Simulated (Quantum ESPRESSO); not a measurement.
## Band-structure run, with input and output: ZrB2

- system: ZrB2 (P6/mmm, 3 atoms in the cell)
- method: Kohn-Sham DFT of a periodic cell, r2SCAN, SG15 PBE 1.2, no spin polarisation (Quantum ESPRESSO 7.5)

The structure derives from an entry of the Crystallography Open Database.

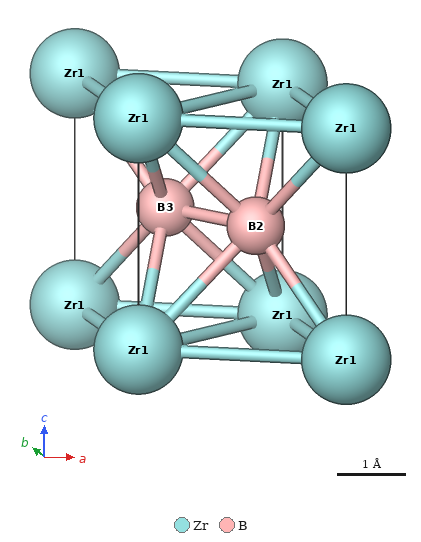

**Figure 1.** The structure as given in the input (ball-and-stick view of the cell of the calculation, seen slightly off an axis; atoms are numbered from 1 in the order of the input).

**The input**
```
&CONTROL
  calculation = 'scf'
  prefix = 'pwscf'
  outdir = './tmp'
  pseudo_dir = './pseudo'
  tprnfor = .true.
  tstress = .true.
  disk_io = 'low'
/
&SYSTEM
  ibrav = 0
  celldm(1) = 8
  nat = 3
  ntyp = 2
  ecutwfc = 70
  nbnd = 15
  input_dft = 'r2scan'
  occupations = 'smearing'
  smearing = 'fd'
  degauss = 0.00367493
  nosym = .true.
/
&ELECTRONS
  conv_thr = 1d-08
  electron_maxstep = 120
  mixing_beta = 0.5
/
ATOMIC_SPECIES
Zr    91.2240 Zr_ONCV_PBE-1.2.upf
B     10.8100 B_ONCV_PBE-1.2.upf
CELL_PARAMETERS alat
  0.7488039768830   0.0000000000000   0.0000000000000
 -0.3744019884415   0.6484832664362   0.0000000000000
  0.0000000000000   0.0000000000000   0.8345502997879
ATOMIC_POSITIONS crystal
Zr     0.0000000000    0.0000000000    0.0000000000
B      0.6666666667    0.3333333333    0.5000000000
B      0.3333333333    0.6666666667    0.5000000000
K_POINTS automatic
8 8 6 0 0 0
```

**File bands.in**
```
&CONTROL
  calculation = 'bands'
  prefix = 'pwscf'
  outdir = './tmp'
  pseudo_dir = './pseudo'
  disk_io = 'low'
  verbosity = 'high'
/
&SYSTEM
  ibrav = 0
  celldm(1) = 8
  nat = 3
  ntyp = 2
  ecutwfc = 70
  nbnd = 15
  input_dft = 'r2scan'
  occupations = 'smearing'
  smearing = 'fd'
  degauss = 0.00367493
  nosym = .true.
/
&ELECTRONS
  conv_thr = 1d-08
  electron_maxstep = 120
  mixing_beta = 0.5
  diago_full_acc = .true.
  startingwfc = 'random'
/
ATOMIC_SPECIES
Zr    91.2240 Zr_ONCV_PBE-1.2.upf
B     10.8100 B_ONCV_PBE-1.2.upf
CELL_PARAMETERS alat
  0.7488039768830   0.0000000000000   0.0000000000000
 -0.3744019884415   0.6484832664362   0.0000000000000
  0.0000000000000   0.0000000000000   0.8345502997879
ATOMIC_POSITIONS crystal
Zr     0.0000000000    0.0000000000    0.0000000000
B      0.6666666667    0.3333333333    0.5000000000
B      0.3333333333    0.6666666667    0.5000000000
K_POINTS crystal
60
 0.0000000000  0.0000000000  0.0000000000 1
 0.0714285714  0.0000000000  0.0000000000 1
 0.1428571429  0.0000000000  0.0000000000 1
 0.2142857143  0.0000000000  0.0000000000 1
 0.2857142857  0.0000000000  0.0000000000 1
 0.3571428571  0.0000000000  0.0000000000 1
 0.4285714286  0.0000000000  0.0000000000 1
 0.5000000000  0.0000000000  0.0000000000 1
 0.4583333333  0.0833333333  0.0000000000 1
 0.4166666667  0.1666666667  0.0000000000 1
 0.3750000000  0.2500000000  0.0000000000 1
 0.3333333333  0.3333333333  0.0000000000 1
 0.2916666667  0.2916666667  0.0000000000 1
 0.2500000000  0.2500000000  0.0000000000 1
 0.2083333333  0.2083333333  0.0000000000 1
 0.1666666667  0.1666666667  0.0000000000 1
 0.1250000000  0.1250000000  0.0000000000 1
 0.0833333333  0.0833333333  0.0000000000 1
 0.0416666667  0.0416666667  0.0000000000 1
 0.0000000000  0.0000000000  0.0000000000 1
 0.0000000000  0.0000000000  0.1000000000 1
 0.0000000000  0.0000000000  0.2000000000 1
 0.0000000000  0.0000000000  0.3000000000 1
 0.0000000000  0.0000000000  0.4000000000 1
 0.0000000000  0.0000000000  0.5000000000 1
 0.0714285714  0.0000000000  0.5000000000 1
 0.1428571429  0.0000000000  0.5000000000 1
 0.2142857143  0.0000000000  0.5000000000 1
 0.2857142857  0.0000000000  0.5000000000 1
 0.3571428571  0.0000000000  0.5000000000 1
 0.4285714286  0.0000000000  0.5000000000 1
 0.5000000000  0.0000000000  0.5000000000 1
 0.4583333333  0.0833333333  0.5000000000 1
 0.4166666667  0.1666666667  0.5000000000 1
 0.3750000000  0.2500000000  0.5000000000 1
 0.3333333333  0.3333333333  0.5000000000 1
 0.3000000000  0.3000000000  0.5000000000 1
 0.2666666667  0.2666666667  0.5000000000 1
 0.2333333333  0.2333333333  0.5000000000 1
 0.2000000000  0.2000000000  0.5000000000 1
 0.1666666667  0.1666666667  0.5000000000 1
 0.1333333333  0.1333333333  0.5000000000 1
 0.1000000000  0.1000000000  0.5000000000 1
 0.0666666667  0.0666666667  0.5000000000 1
 0.0333333333  0.0333333333  0.5000000000 1
 0.0000000000  0.0000000000  0.5000000000 1
 0.5000000000  0.0000000000  0.5000000000 1
 0.5000000000  0.0000000000  0.4166666667 1
 0.5000000000  0.0000000000  0.3333333333 1
 0.5000000000  0.0000000000  0.2500000000 1
 0.5000000000  0.0000000000  0.1666666667 1
 0.5000000000  0.0000000000  0.0833333333 1
 0.5000000000  0.0000000000  0.0000000000 1
 0.3333333333  0.3333333333  0.0000000000 1
 0.3333333333  0.3333333333  0.0833333333 1
 0.3333333333  0.3333333333  0.1666666667 1
 0.3333333333  0.3333333333  0.2500000000 1
 0.3333333333  0.3333333333  0.3333333333 1
 0.3333333333  0.3333333333  0.4166666667 1
 0.3333333333  0.3333333333  0.5000000000 1
```

Launch command:
```bash
OMP_NUM_THREADS=1 mpirun -n 2 pw.x -nk 2 -in pw.in > pw.out
OMP_NUM_THREADS=1 mpirun -n 2 pw.x -nk 2 -in bands.in > bands.out
```

**Output**
```
This program is part of the open-source Quantum ESPRESSO suite
     for quantum simulation of materials; please cite
         "P. Giannozzi et al., J. Phys.:Condens. Matter 21 395502 (2009);
         "P. Giannozzi et al., J. Phys.:Condens. Matter 29 465901 (2017);
         "P. Giannozzi et al., J. Chem. Phys. 152 154105 (2020);
          URL
     in publications or presentations arising from this work. More details at

     IMPORTANT: XC functional enforced from input :
     Exchange-correlation= R2SCAN
                           (   0   0   0   0   0 497 498)
     Any further DFT definition will be discarded
     Please, verify this is what you really want

     K-points division:     npool     =       2
     Subspace diagonalization in iterative solution of the eigenvalue problem:
     a serial algorithm will be used

     G-vector sticks info
     --------------------
     sticks:   dense  smooth     PW     G-vecs:    dense   smooth      PW
     Sum         685     685    223                16379    16379    3027

     Using Slab Decomposition

     bravais-lattice index     =            0
     lattice parameter (alat)  =       8.0000  a.u.
     unit-cell volume          =     207.4863 (a.u.)^3
     number of atoms/cell      =            3
     number of atomic types    =            2
     number of electrons       =        18.00
     number of Kohn-Sham states=           15
     kinetic-energy cutoff     =      70.0000  Ry
     charge density cutoff     =     280.0000  Ry
     scf convergence threshold =      1.0E-08
     mixing beta               =       0.5000
     number of iterations used =            8  plain     mixing
     Exchange-correlation= R2SCAN
                           (   0   0   0   0   0 497 498)

     celldm(1)=   8.000000  celldm(2)=   0.000000  celldm(3)=   0.000000
     celldm(4)=   0.000000  celldm(5)=   0.000000  celldm(6)=   0.000000

     crystal axes: (cart. coord. in units of alat)
               a(1) = (   0.748804   0.000000   0.000000 )
               a(2) = (  -0.374402   0.648483   0.000000 )
               a(3) = (   0.000000   0.000000   0.834550 )

     reciprocal axes: (cart. coord. in units 2 pi/alat)
               b(1) = (  1.335463  0.771030 -0.000000 )
               b(2) = (  0.000000  1.542060  0.000000 )
               b(3) = (  0.000000 -0.000000  1.198250 )

     PseudoPot. # 1 for Zr read from file:
     Zr_ONCV_PBE-1.2.upf
     Pseudo is Norm-conserving, Zval = 12.0
     Generated using ONCVPSP code by D. R. Hamann
     Using radial grid of  602 points,  6 beta functions with:
                l(1) =   0
                l(2) =   0
                l(3) =   1
                l(4) =   1
                l(5) =   2
                l(6) =   2

     PseudoPot. # 2 for B  read from file:
     B_ONCV_PBE-1.2.upf
     Pseudo is Norm-conserving, Zval =  3.0
     Generated using ONCVPSP code by D. R. Hamann
     Using radial grid of  602 points,  4 beta functions with:
                l(1) =   0
                l(2) =   0
                l(3) =   1
                l(4) =   1

     atomic species   valence    mass     pseudopotential
     Zr               12.00    91.22400     Zr( 1.00)
     B                 3.00    10.81000     B ( 1.00)

     No symmetry found

   Cartesian axes

     site n.     atom                  positions (alat units)
         1        Zr     tau(   1) = (   0.0000000   0.0000000   0.0000000  )
         2        B      tau(   2) = (   0.3744020   0.2161611   0.4172751  )
         3        B      tau(   3) = (  -0.0000000   0.4323222   0.4172751  )

     number of k points=   196  Fermi-Dirac smearing, width (Ry)=  0.0037

     Number of k-points >= 100: set verbosity='high' to print them.

     Dense  grid:    16379 G-vectors     FFT dimensions: (  32,  32,  36)

     WARNING: libxc functional with ID  497 depends
      on external parameters: check the user_guide of
      QE if you need to modify them or to check their
      default values.

     WARNING: libxc functional with ID  498 depends
      on external parameters: check the user_guide of
      QE if you need to modify them or to check their
      default values.

     Initial potential from superposition of free atoms

     starting charge      17.8131, renormalised to      18.0000
     Starting wfcs are random

     Self-consistent Calculation

     iteration #  1     ecut=    70.00 Ry     beta= 0.50
     Davidson diagonalization with overlap
     ethr =  1.00E-02,  avg # of iterations =  9.2

     total energy              =    -106.33171749 Ry
     estimated scf accuracy    <       3.15800980 Ry

     iteration #  2     ecut=    70.00 Ry     beta= 0.50
     Davidson diagonalization with overlap
     ethr =  1.00E-02,  avg # of iterations =  1.0

     total energy              =    -106.43172982 Ry
     estimated scf accuracy    <       0.57453877 Ry

     iteration #  3     ecut=    70.00 Ry     beta= 0.50
     Davidson diagonalization with overlap
     ethr =  3.19E-03,  avg # of iterations =  1.0

     total energy              =    -106.44431301 Ry
     estimated scf accuracy    <       0.07203007 Ry

     iteration #  4     ecut=    70.00 Ry     beta= 0.50
     Davidson diagonalization with overlap
     ethr =  4.00E-04,  avg # of iterations =  2.0

     total energy              =    -106.44657251 Ry
     estimated scf accuracy    <       0.00018364 Ry

     iteration #  5     ecut=    70.00 Ry     beta= 0.50
     Davidson diagonalization with overlap
     c_bands:  1 eigenvalues not converged
     c_bands:  1 eigenvalues not converged
     ethr =  1.02E-06,  avg # of iterations =  8.2

     total energy              =    -106.44675419 Ry
     estimated scf accuracy    <       0.00006803 Ry

     iteration #  6     ecut=    70.00 Ry     beta= 0.50
     Davidson diagonalization with overlap
     ethr =  3.78E-07,  avg # of iterations =  1.9

     total energy              =    -106.44676231 Ry
     estimated scf accuracy    <       0.00000987 Ry

     iteration #  7     ecut=    70.00 Ry     beta= 0.50
     Davidson diagonalization with overlap
     ethr =  5.48E-08,  avg # of iterations =  2.0

     total energy              =    -106.44676438 Ry
     estimated scf accuracy    <       0.00000223 Ry

     iteration #  8     ecut=    70.00 Ry     beta= 0.50
     Davidson diagonalization with overlap
     ethr =  1.24E-08,  avg # of iterations =  2.0

     End of self-consistent calculation

     Number of k-points >= 100: set verbosity='high' to print the bands.

     the Fermi energy is    16.0647 ev

!    total energy              =    -106.44676463 Ry
     estimated scf accuracy    <          5.3E-09 Ry
     smearing contrib. (-TS)   =      -0.00016158 Ry
     internal energy E=F+TS    =    -106.44660306 Ry

     The total energy is F=E-TS. E is the sum of the following terms:
     one-electron contribution =      -6.34638000 Ry
     hartree contribution      =      12.87766139 Ry
     xc contribution           =     -16.38709648 Ry
     ewald contribution        =     -96.59078797 Ry

     convergence has been achieved in   8 iterations

     Forces acting on atoms (cartesian axes, Ry/au):

     atom    1 type  1   force =     0.00000048    0.00000017   -0.00000031
     atom    2 type  2   force =    -0.00000011   -0.00000081    0.00000009
     atom    3 type  2   force =    -0.00000037    0.00000064    0.00000021

     Total force =     0.000001     Total SCF correction =     0.000001
     SCF correction compared to forces is large: reduce conv_thr to get better values

     Computing stress (Cartesian axis) and pressure

          total   stress  (Ry/bohr**3)                   (kbar)     P=       -0.82
  -0.00005640   0.00000001  -0.00000000           -8.30        0.00       -0.00
   0.00000001  -0.00005640  -0.00000000            0.00       -8.30       -0.00
  -0.00000000  -0.00000000   0.00009608           -0.00       -0.00       14.13

=------------------------------------------------------------------------------=
   JOB DONE.
=------------------------------------------------------------------------------=
```

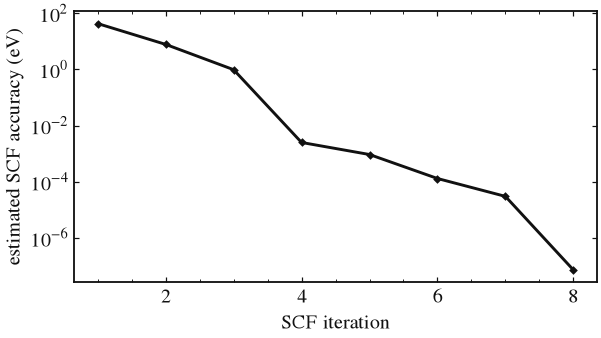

**Figure 2.** Convergence of the self-consistent field: estimated SCF accuracy against the iteration. The field takes 8 iterations in all.

**Key numbers**

```tsv
quantity	value
outcome	converged
space group (tolerance 0.01 Å)	P6/mmm (191)
electrons treated	18
free energy	−1448.2820 eV
Fermi energy of the self-consistent step	16.065 eV
gap on the k-point mesh	none (metallic)
pressure	−0.08 GPa
largest force (length of the vector)	under 0.001 eV/Å
hardware	2 threads of Arm Neoverse V1, 24 GiB of memory available, shared host
wall time	2.3 min (CPU time 4.5 min)
peak memory	0.22 GiB
```

**Notes**

Further notes kept with the run: potentials made for another functional. Notes on the run: SCF correction compared to forces is large. Points of doubt noted for this run: coarse mesh; potentials made for another functional.
